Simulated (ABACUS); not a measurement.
# Band-structure run of MnS (part 2 of 3)

Continued. System: MnS (P6₃mc, 4 atoms in the cell). Method: Kohn-Sham DFT of a periodic cell, r2SCAN, SG15 ONCV 1.2 PBE, spin-polarised (ABACUS 3.10.1); cutoff 1523.84 eV, 5×5×3 k-mesh, fermi-dirac of 0.05 eV, collinear spins. The structure derives from a Materials Project entry.

Geometry of the input (Å; fractional positions):
```
3.9536  0.0000  0.0000
-1.9768  3.4239  0.0000
0.0000  0.0000  6.3425
Mn 0.6667  0.3333  0.4988
Mn 0.3333  0.6667  0.9988
S  0.3333  0.6667  0.6262
S  0.6667  0.3333  0.1262
```

### Output, continued
```
 PW ALGORITHM --------------- ION=   1  ELEC=   5--------------------------------
          total magnetism (Bohr mag/cell) = 9.99999643749
       absolute magnetism (Bohr mag/cell) = 10.0003923524
                        nelec for spin up = 25.9999982187
                      nelec for spin down = 16.0000017813

 Density error is 0.000365459752966
                          Error Threshold = 3.90427319132e-06
----------------------------------------------------------
     Energy           Rydberg                 eV
----------------------------------------------------------
 E_KohnSham     -439.4726722121      -5979.3324573708
 E_Harris       -439.3535226062      -5977.7113438155
 E_Fermi        0.6093557166         8.2907098547
----------------------------------------------------------

 PW ALGORITHM --------------- ION=   1  ELEC=   6--------------------------------
          total magnetism (Bohr mag/cell) = 9.99999772838
       absolute magnetism (Bohr mag/cell) = 10.0004638954
                        nelec for spin up = 25.9999988642
                      nelec for spin down = 16.0000011358

 Density error is 4.2399467991e-05
                          Error Threshold = 8.70142268967e-07
----------------------------------------------------------
     Energy           Rydberg                 eV
----------------------------------------------------------
 E_KohnSham     -439.4730458072      -5979.3375403932
 E_Harris       -439.5867326742      -5980.8843295723
 E_Fermi        0.6108725563         8.3113475169
----------------------------------------------------------

 PW ALGORITHM --------------- ION=   1  ELEC=   7--------------------------------
          total magnetism (Bohr mag/cell) = 9.9999975584
       absolute magnetism (Bohr mag/cell) = 10.0004648446
                        nelec for spin up = 25.9999987792
                      nelec for spin down = 16.0000012208

 Density error is 7.86491783322e-06
                          Error Threshold = 1.00951114264e-07
----------------------------------------------------------
     Energy           Rydberg                 eV
----------------------------------------------------------
 E_KohnSham     -439.4730936480      -5979.3381913001
 E_Harris       -439.5186921694      -5979.9585910120
 E_Fermi        0.6103426360         8.3041375813
----------------------------------------------------------

 PW ALGORITHM --------------- ION=   1  ELEC=   8--------------------------------
          total magnetism (Bohr mag/cell) = 9.99999770651
       absolute magnetism (Bohr mag/cell) = 10.0004576772
                        nelec for spin up = 25.9999988533
                      nelec for spin down = 16.0000011467

 Density error is 1.20116550157e-06
                          Error Threshold = 1.8725994841e-08
----------------------------------------------------------
     Energy           Rydberg                 eV
----------------------------------------------------------
 E_KohnSham     -439.4731000997      -5979.3382790797
 E_Harris       -439.4691039146      -5979.2839081922
 E_Fermi        0.6101400421         8.3013811504
----------------------------------------------------------

 PW ALGORITHM --------------- ION=   1  ELEC=   9--------------------------------
          total magnetism (Bohr mag/cell) = 9.99999766571
       absolute magnetism (Bohr mag/cell) = 10.0004603354
                        nelec for spin up = 25.9999988329
                      nelec for spin down = 16.0000011671

 Density error is 2.68242941864e-07
                          Error Threshold = 2.85991786089e-09
----------------------------------------------------------
     Energy           Rydberg                 eV
----------------------------------------------------------
 E_KohnSham     -439.4731018349      -5979.3383026886
 E_Harris       -439.4668346171      -5979.2530328159
 E_Fermi        0.6101401599         8.3013827531
----------------------------------------------------------

 PW ALGORITHM --------------- ION=   1  ELEC=  10--------------------------------
          total magnetism (Bohr mag/cell) = 9.99999769604
       absolute magnetism (Bohr mag/cell) = 10.0004587643
                        nelec for spin up = 25.999998848
                      nelec for spin down = 16.000001152

 Density error is 8.18089562066e-08
                          Error Threshold = 6.38673671104e-10
----------------------------------------------------------
     Energy           Rydberg                 eV
----------------------------------------------------------
 E_KohnSham     -439.4731019391      -5979.3383041067
 E_Harris       -439.4770880270      -5979.3925376146
 E_Fermi        0.6102328927         8.3026444474
----------------------------------------------------------

 PW ALGORITHM --------------- ION=   1  ELEC=  11--------------------------------
          total magnetism (Bohr mag/cell) = 9.99999769393
       absolute magnetism (Bohr mag/cell) = 10.0004588018
                        nelec for spin up = 25.999998847
                      nelec for spin down = 16.000001153

 Density error is 8.17683826859e-09
                          Error Threshold = 1.94783229063e-10
----------------------------------------------------------
     Energy           Rydberg                 eV
----------------------------------------------------------
 E_KohnSham     -439.4731020059      -5979.3383050154
 E_KS(sigma->0) -439.4731019555      -5979.3383043294
 E_Harris       -439.4744241121      -5979.3562931938
 E_band         -54.7085760815       -744.3483641754
 E_one_elec     -280.2834203363      -3813.4515715028
 E_Hartree      149.4438111008       2033.2873618064
 E_xc           -53.6313530460       -729.6919928754
 E_Ewald        -255.0021396235      -3469.4821010715
 E_entropy(-TS) -0.0000001008        -0.0000013721
 E_descf        0.0000000000         0.0000000000
 E_exx          0.0000000000         0.0000000000
 E_Fermi        0.6102277363         8.3025742909
----------------------------------------------------------

 charge density convergence is achieved
 final etot is -5979.338305 eV
 EFERMI = 8.3025742909 eV

 STATE ENERGY(eV) AND OCCUPATIONS    NSPIN == 2
SPIN UP :
 1/3 kpoint (Cartesian) = 0.0000 0.0000 0.0000 (11633 pws)
       1       -77.0470      0.0133333
       2       -77.0439      0.0133333
       3       -45.5430      0.0133333
       4       -45.5430      0.0133333
       5       -45.5420      0.0133333
       6       -45.5420      0.0133333
       7       -45.5388      0.0133333
       8       -45.5341      0.0133333
       9       -6.81198      0.0133333
      10       -6.07549      0.0133333
      11        1.82179      0.0133333
      12        2.31301      0.0133333
      13        2.35851      0.0133333
      14        2.35851      0.0133333
      15        2.55985      0.0133333
      16        2.55985      0.0133333
      17        3.71532      0.0133333
      18        3.71532      0.0133333
      19        3.95540      0.0133333
      20        3.95540      0.0133333
      21        4.18224      0.0133333
      22        6.68098      0.0133333
      23        6.68098      0.0133333
      24        7.74665      0.0133331
      25        7.79018      0.0133329
      26        7.79018      0.0133329
      27        9.29897    2.95389e-11
      28        10.9630    1.03913e-25
      29        14.0541    1.47253e-52
      30        14.0541    1.47253e-52
      31        14.6063    2.35185e-57
      32        15.3187    1.52769e-63
      33        15.3187    1.52769e-63
      34        15.6662    1.46362e-66
      35        17.2875    1.21133e-80
      36        17.2875    1.21133e-80

 2/3 kpoint (Cartesian) = -0.050587 0.029206 0.0000 (11624 pws)
       1       -77.0470      0.0800000
       2       -77.0439      0.0800000
       3       -45.5438      0.0800000
       4       -45.5432      0.0800000
       5       -45.5429      0.0800000
       6       -45.5422      0.0800000
       7       -45.5384      0.0800000
       8       -45.5343      0.0800000
       9       -6.61574      0.0800000
      10       -5.98879      0.0800000
      11        2.02828      0.0800000
      12        2.21481      0.0800000
      13        2.37498      0.0800000
      14        2.44225      0.0800000
      15        2.50085      0.0800000
      16        2.70105      0.0800000
      17        3.62747      0.0800000
      18        3.72774      0.0800000
      19        3.90186      0.0800000
      20        3.98133      0.0800000
      21        4.27428      0.0800000
      22        5.54380      0.0800000
      23        6.13845      0.0800000
      24        6.58605      0.0800000
      25        7.36868      0.0800000
      26        7.46767      0.0800000
      27        10.6580    2.78182e-22
      28        12.0095    5.07146e-34
      29        13.2589    7.13365e-45
      30        14.2829    9.09498e-54
      31        14.5738    2.70465e-56
      32        15.1032    6.81223e-61
      33        15.5695    6.07183e-65
      34        16.2259    1.20785e-70
      35        16.2933    3.13655e-71
      36        17.0621    6.58801e-78

 3/3 kpoint (Cartesian) = -0.10117 0.058413 0.0000 (11594 pws)
       1       -77.0469      0.0800000
       2       -77.0438      0.0800000
       3       -45.5452      0.0800000
       4       -45.5443      0.0800000
       5       -45.5436      0.0800000
       6       -45.5425      0.0800000
       7       -45.5378      0.0800000
       8       -45.5347      0.0800000
       9       -6.22460      0.0800000
      10       -5.88900      0.0800000
      11        1.87250      0.0800000
      12        2.08203      0.0800000
      13        2.54010      0.0800000
      14        2.58054      0.0800000
      15        2.73268      0.0800000
      16        3.00243      0.0800000
      17        3.70750      0.0800000
      18        3.85802      0.0800000
      19        3.87388      0.0800000
      20        4.02430      0.0800000
      21        4.30280      0.0800000
      22        4.61643      0.0800000
      23        5.11753      0.0800000
      24        5.28634      0.0800000
      25        6.46693      0.0800000
      26        6.90128      0.0800000
      27        11.5669    3.54264e-30
      28        11.9306    2.45726e-33
      29        12.6083    3.18996e-39
      30        14.4903    1.43614e-55
      31        14.5167    8.47502e-56
      32        15.9280    4.67213e-68
      33        16.2046    1.85012e-70
      34        17.9208    2.29275e-85
      35        18.4437        0.00000
      36        19.2501        0.00000

SPIN DOWN :
 1/3 kpoint (Cartesian) = 0.0000 0.0000 0.0000 (11633 pws)
       1       -72.6843      0.0133333
       2       -72.6787      0.0133333
       3       -39.1616      0.0133333
       4       -39.1548      0.0133333
       5       -39.1526      0.0133333
       6       -39.1526      0.0133333
       7       -39.1511      0.0133333
       8       -39.1511      0.0133333
       9       -6.50838      0.0133333
      10       -5.76911      0.0133333
      11        2.38462      0.0133333
      12        4.57198      0.0133333
      13        4.57198      0.0133333
      14        4.59504      0.0133333
      15        4.61576      0.0133333
      16        4.61576      0.0133333
      17        9.65373    2.44885e-14
      18        9.65373    2.44885e-14
      19        9.90193    1.71049e-16
      20        10.3113    4.75629e-20
      21        10.3113    4.75629e-20
      22        10.4403    3.60423e-21
      23        11.3216    7.98218e-29
      24        11.3216    7.98218e-29
      25        12.1259    8.23259e-36
      26        12.4849    6.28095e-39
      27        12.4849    6.28095e-39
      28        12.6999    8.52398e-41
      29        15.3134    1.69845e-63
      30        15.3134    1.69845e-63
      31        15.7228    4.71745e-67
      32        16.5797    1.70148e-74
      33        16.5797    1.70147e-74
      34        16.7776    3.24607e-76
      35        18.8775        0.00000
      36        18.8775        0.00000

 2/3 kpoint (Cartesian) = -0.050587 0.029206 0.0000 (11624 pws)
       1       -72.6843      0.0800000
       2       -72.6786      0.0800000
       3       -39.1610      0.0800000
       4       -39.1552      0.0800000
       5       -39.1540      0.0800000
       6       -39.1531      0.0800000
       7       -39.1526      0.0800000
       8       -39.1514      0.0800000
       9       -6.31269      0.0800000
      10       -5.68127      0.0800000
      11        2.69269      0.0800000
      12        3.80655      0.0800000
      13        4.02211      0.0800000
      14        4.46117      0.0800000
      15        4.59468      0.0800000
      16        4.65341      0.0800000
      17        9.21171    1.01487e-09
      18        9.60428    3.95037e-13
      19        9.64664    1.69306e-13
      20        10.4384    2.24797e-20
      21        10.4745    1.09094e-20
      22        10.9294    1.22111e-24
      23        11.0622    8.57771e-26
      24        11.5001    1.34783e-29
      25        11.7718    5.87988e-32
      26        12.1860    1.48704e-35
      27        12.1972    1.18678e-35
      28        13.6927    1.21647e-48
      29        14.4560    2.85425e-55
      30        15.6796    6.70964e-66
      31        15.8134    4.62387e-67
      32        16.5436    2.10138e-73
      33        16.8468    4.88480e-76
      34        17.4506    2.78232e-81
      35        17.9372    1.64953e-85
      36        18.6182        0.00000

 3/3 kpoint (Cartesian) = -0.10117 0.058413 0.0000 (11594 pws)
       1       -72.6842      0.0800000
       2       -72.6785      0.0800000
       3       -39.1596      0.0800000
       4       -39.1564      0.0800000
       5       -39.1563      0.0800000
       6       -39.1550      0.0800000
       7       -39.1537      0.0800000
       8       -39.1520      0.0800000
       9       -5.91931      0.0800000
      10       -5.58043      0.0800000
      11        2.79360      0.0800000
      12        3.20988      0.0800000
      13        3.42350      0.0800000
      14        4.36031      0.0800000
      15        4.41707      0.0800000
      16        4.62557      0.0800000
      17        8.86165    1.11442e-06
      18        9.30257    1.64893e-10
      19        9.97977    2.16330e-16
      20        10.1017    1.88705e-17
      21        10.2387    1.21998e-18
      22        10.6056    7.93607e-22
      23        10.6301    4.86081e-22
      24        10.9334    1.12617e-24
      25        11.4889    1.68670e-29
      26        11.5666    3.56841e-30
      27        13.2595    7.03838e-45
      28        13.8068    1.24232e-49
      29        14.6499    5.90137e-57
      30        15.7924    7.04124e-67
      31        16.1299    8.23624e-70
      32        17.3989    7.81769e-81
      33        17.5428    4.39981e-82
      34        19.3247        0.00000
      35        19.5887        0.00000
      36        20.2014        0.00000

------------------------------------------------------------------------------------------
 TOTAL-FORCE (eV/Angstrom)
------------------------------------------------------------------------------------------
                       Mn1         0.0000000000         0.0000000000         0.3301771914
                       Mn2         0.0000000000         0.0000000000         0.3301771914
                        S1         0.0000000000         0.0000000000        -0.3301771914
                        S2         0.0000000000         0.0000000000        -0.3301771914
------------------------------------------------------------------------------------------

----------------------------------------------------------------
 TOTAL-STRESS (KBAR)
----------------------------------------------------------------
        35.2614528633        -0.0000000000         0.0000000000
         0.0000000000        35.2614528640         0.0000000000
         0.0000000000         0.0000000000        64.0879314440
----------------------------------------------------------------
 TOTAL-PRESSURE: 44.870279 KBAR

 --------------------------------------------
 !FINAL_ETOT_IS -5979.3383050154425291 eV
 --------------------------------------------
```

### Standard output
```
ABACUS v3.10.1

               Atomic-orbital Based Ab-initio Computation at UStc

 dft_functional readin is: MGGA_X_R2SCAN+MGGA_C_R2SCAN
 dft_functional in pseudopot file is: PBE
 Please make sure this is what you need
 dft_functional readin is: MGGA_X_R2SCAN+MGGA_C_R2SCAN
 dft_functional in pseudopot file is: PBE
 Please make sure this is what you need

%%%%%%%%%%%%%%%%%%%%%%%%%%%%%%%%%%%%%%%%%%%%%%%%%%%%%%%%%%%%%%%%%%%%%%%%%%%%%%%%%%%%%%%%%%%%%%%%%%%%%%%%%
 Warning: the number of valence electrons in pseudopotential > 7 for Mn: [Ar] 3d5 4s2
 Pseudopotentials with additional electrons can yield (more) accurate outcomes, but may be less efficient.
 If you're confident that your chosen pseudopotential is appropriate, you can safely ignore this warning.
%%%%%%%%%%%%%%%%%%%%%%%%%%%%%%%%%%%%%%%%%%%%%%%%%%%%%%%%%%%%%%%%%%%%%%%%%%%%%%%%%%%%%%%%%%%%%%%%%%%%%%%%%

 UNIFORM GRID DIM        : 54 * 54 * 81
 UNIFORM GRID DIM(BIG)   : 54 * 54 * 81
func,idMGGA_X_R2SCAN 497
func,idMGGA_C_R2SCAN 498
 ---------------------------------------------------------
 Self-consistent calculations for electrons
 ---------------------------------------------------------
 SPIN    KPOINTS         PROCESSORS  THREADS
 2       20              4           4
 ---------------------------------------------------------
 Use plane wave basis
 ---------------------------------------------------------
 ELEMENT NATOM       XC
 Mn      2
 S       2
 ---------------------------------------------------------
 Initial plane wave basis and FFT box
 ---------------------------------------------------------
 -------------------------------------------
 SELF-CONSISTENT :
 -------------------------------------------
 START CHARGE      : atomic
 ITER      TMAG       AMAG        ETOT/eV          EDIFF/eV         DRHO         DKIN     TIME/s
 DA1      9.96e+00   9.96e+00  -5.97834650e+03   0.00000000e+00   2.0246e-01   1.0589e+00  42.86
 DA2      1.00e+01   1.00e+01  -5.97826792e+03   7.85780161e-02   5.5502e-02   7.0862e-01  12.36
 DA3      1.00e+01   1.00e+01  -5.97912472e+03  -8.56798047e-01   1.2373e-02   2.0996e-01  12.23
 DA4      1.00e+01   1.00e+01  -5.97931489e+03  -1.90164910e-01   1.6398e-03   5.8387e-02  14.50
 DA5      1.00e+01   1.00e+01  -5.97933246e+03  -1.75715327e-02   3.6546e-04   4.0080e-02  12.85
 DA6      1.00e+01   1.00e+01  -5.97933754e+03  -5.08302242e-03   4.2399e-05   1.4280e-02  14.16
 DA7      1.00e+01   1.00e+01  -5.97933819e+03  -6.50906917e-04   7.8649e-06   4.2484e-03  11.86
 DA8      1.00e+01   1.00e+01  -5.97933828e+03  -8.77795301e-05   1.2012e-06   2.4748e-03  14.10
 DA9      1.00e+01   1.00e+01  -5.97933830e+03  -2.36089256e-05   2.6824e-07   6.0368e-04  13.50
 DA10     1.00e+01   1.00e+01  -5.97933830e+03  -1.41809441e-06   8.1809e-08   3.4037e-04  14.32
 DA11     1.00e+01   1.00e+01  -5.97933831e+03  -9.08743049e-07   8.1768e-09   3.3369e-04  14.23
----------------------------------------------------------------
 TOTAL-STRESS (KBAR)
----------------------------------------------------------------
        35.2614528633        -0.0000000000         0.0000000000
         0.0000000000        35.2614528640         0.0000000000
         0.0000000000         0.0000000000        64.0879314440
----------------------------------------------------------------
 TOTAL-PRESSURE: 44.870279 KBAR
```

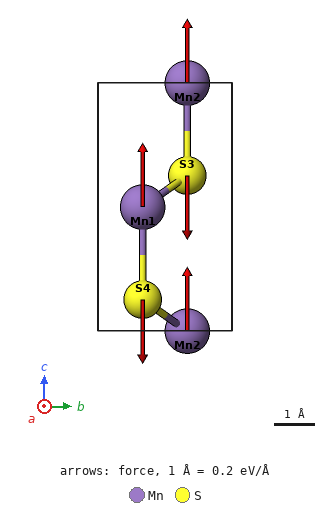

Figure 1. Forces on the atoms as red arrows (ball-and-stick view of the cell of the calculation, along the a axis; atoms are numbered from 1 in the order of the input). The largest act on Mn1, Mn2 (0.33 eV/Å); S3, S4 (0.33 eV/Å). The geometry is not a stationary point of this energy.
